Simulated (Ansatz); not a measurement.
**Energy of Tl along an even scaling of the cell**

System: Tl (3 atoms in the cell).
Method: DFT, BLYP, plane waves (420 eV) with PAW, scalar-relativistic, no spin polarisation (Ansatz 0.2.0).

The 6 runs differ only in the geometry, by an even scaling of the cell at fixed fractional positions.

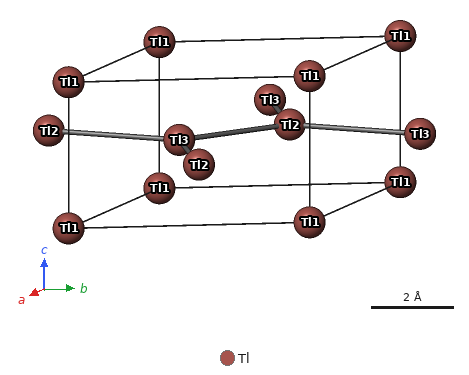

Figure 1. The structure of run 4 (ball-and-stick view of the cell of the calculation, seen slightly off an axis; bonded neighbours outside the cell are drawn too; atoms are numbered from 1 in the order of the input).

## Input of run 4
```yaml
crystal:
  lattice:
    - [5.9625859358, 0.0, 0.0]
    - [-2.9812929679, 5.1637508926, 0.0]
    - [0.0, 0.0, 3.6395120212]
  atoms:
    - { symbol: Tl, position: [1.0, 1.0, 0.0] }
    - { symbol: Tl, position: [0.3333333333, 0.6666666667, 0.5] }
    - { symbol: Tl, position: [0.6666666667, 0.3333333333, 0.5] }
hamiltonian:
  xc: blyp
  pseudopotentials:
    kind: paw
    azcp:
      Tl: "pseudopotentials/Tl.paw.azcp"
basis:
  ecutwfc: 420
  fft_grid_basis: typed
kpoints:
  mp_grid: { grid: [7, 7, 10], shift: [0, 0, 0] }
magnetization:
  spin_polarized: false
scf:
  occupations: { method: fermi_dirac, width: 0.1 }
  lower_state_search: "off"
output:
  stress: true
```

Lattice vectors (Å) and fractional positions of run 4:
```
   5.962586    0.000000    0.000000
  -2.981293    5.163751    0.000000
   0.000000    0.000000    3.639512
Tl  1.000000  1.000000  0.000000
Tl  0.333333  0.666667  0.500000
Tl  0.666667  0.333333  0.500000
```

Run 5 differs from it as follows:
```diff
-    - [5.9625859358, 0.0, 0.0]
-    - [-2.9812929679, 5.1637508926, 0.0]
-    - [0.0, 0.0, 3.6395120212]
+    - [6.0380697204, 0.0, 0.0]
+    - [-3.0190348602, 5.2291217677, 0.0]
+    - [0.0, 0.0, 3.6855866849]
```

## Results, with one run withheld

```csv
run,volume per atom (Å³),"free energy per atom, from the lowest run given (meV)",pressure (GPa)
1,33.043,15.08,1.81
2,34.479,3.57,0.80
3,35.916,0.00,0.02
4,37.353,2.60,−0.58
5,38.789,?,?
6,40.226,21.16,−1.42
```

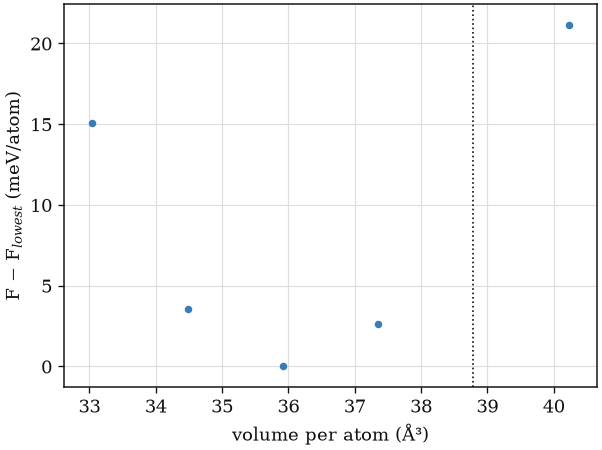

Figure 2. Free energy per atom of the runs given; the dotted line marks run 5.

What should run 5 give?

A cubic polynomial in V^(−2/3) (the Birch–Murnaghan form), fitted to the 5 runs given, misses them by under 0.01 meV per atom. With x = V^(−2/3) − 0.09161 Å⁻², it reads F = 0.0051748 − 165.05 x + 5.0831e+05 x² + 3.5124e+06 x³ (meV per atom). At run 5 it gives 10.01 meV per atom, and the run itself gives 10.01. The slope of the fit gives a pressure −dF/dV of −1.05 GPa there, and the run prints −1.05 GPa. The fit has its minimum at 35.969 Å³ per atom, where V d²F/dV² gives 17 GPa. Cell shape and fractional positions are held, so this is the stiffness under even scaling; the relaxed bulk modulus wasn't computed.

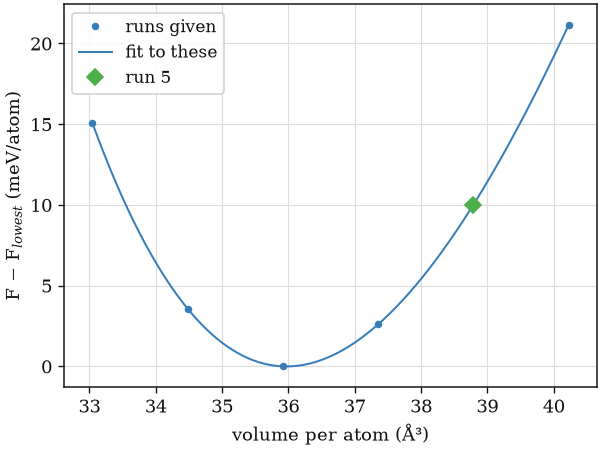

Figure 3. The fit and the withheld run.

## Output, shortened to warnings, some set-up lines, iterations and results (run 5)
```
Basis set: ecut = 420 eV, 2275 PW (Γ), exchange–correlation on 90×90×50 points (8 copies of the dense FFT grid, shifted against one another)
Symmetry: 24 space group operations
k-points: 48 of 490
Initial density: superposition of atomic densities (neutral atoms: chi_scale 0, normalization atom), corrected by the library's trained network
[...]
SCF iter   1: F=—  HF=-34416.105656 eV  |F-HF|=—  |Δ(HF+E_count)|=         —  Δρ=4.76e-3  dr2=1.86e-2  ethr=1.77e-3  ⟨swp⟩=5.5  Hψ=4672  notcnv=0
SCF iter   2: F=—  HF=-34416.102648 eV  |F-HF|=—  |Δ(HF+E_count)|=   3.01e-3  Δρ=2.47e-3  dr2=6.04e-3  ethr=4.78e-5  ⟨swp⟩=2.2  Hψ=2390  notcnv=0
SCF iter   3: F=—  HF=-34416.104510 eV  |F-HF|=—  |Δ(HF+E_count)|=   1.86e-3  Δρ=6.40e-4  dr2=7.57e-4  ethr=1.55e-5  ⟨swp⟩=2.9  Hψ=2079  notcnv=0
SCF iter   4: F=—  HF=-34416.104955 eV  |F-HF|=—  |Δ(HF+E_count)|=   4.45e-4  Δρ=8.55e-5  dr2=7.76e-6  ethr=1.94e-6  ⟨swp⟩=3.0  Hψ=2242  notcnv=0
SCF iter   5: F=—  HF=-34416.104971 eV  |F-HF|=—  |Δ(HF+E_count)|=   1.56e-5  Δρ=3.67e-5  dr2=2.67e-6  ethr=1.99e-8  ⟨swp⟩=2.0  Hψ=2118  notcnv=0
SCF iter   6: F=—  HF=-34416.104974 eV  |F-HF|=—  |Δ(HF+E_count)|=   3.06e-6  Δρ=1.28e-5  dr2=3.32e-7  ethr=6.85e-9  ⟨swp⟩=2.0  Hψ=2126  notcnv=0
SCF iter   7: F=-34416.104974 eV  HF=-34416.104974 eV  |F-HF|=3.27e-9  |Δ(HF+E_count)|=   4.08e-7  Δρ=3.76e-6  dr2=3.31e-8  ethr=2.56e-10  ⟨swp⟩=4.2  Hψ=3576  notcnv=0
SCF 1 converged in 7 iterations: F = -34416.104974 eV  dr2 = 3.31e-8
SCF converged after 7 iterations
Free energy (F): -34416.104974 eV
Harris-Foulkes:  -34416.104974 eV  (|F-HF|=3.27e-9)
Internal energy: -34416.032331 eV  (E = F + TS)
E sigma→0 (E₀):  -34416.068653 eV
Entropy (-TS):   -0.072644 eV (-24.215 meV/atom)
Fermi energy:    7.256582 eV
--- Per-component energies (eV) ---
  E_band       = -99.768209
  E_kinetic    = 994.347518
  E_local      = -3149.965257  (includes V_loc(G=0)·N_el)
  E_nonlocal   = 946.455264
  E_hartree    = 1165.836482
  E_xc         = -682.253640
  E_vxc        = -414.557714  (∫ρ·V_xc dr)
  E_paw        = -30580.595535  (= ΣΔE_a)
  E_vpaw       = -807.719133  (= ΣTr[D̂ρ^β])
  E_aug_tail   = 0.000089  (compensation charges beyond the density's cutoff)
  E_ewald      = -3109.423301
  E_core_change = -0.433952  (= ΣΔE_core)
  E_smearing   = -0.072644  (= −TS)
  E_closure    = -0.000000  (closes the sum)
  Σ components = -34416.104974   (vs F -34416.104974, Δ=0.00e0)
--- Stress (GPa, compression-positive) ---
       -1.039641      -0.000000       0.000000
        0.000000      -1.039641       0.000000
        0.000000       0.000000      -1.077602
  P = ⅓ Tr σ = -1.0523 GPa (-10.523 kbar)
```

Notes: Spin–orbit coupling is left out, which matters for Tl.
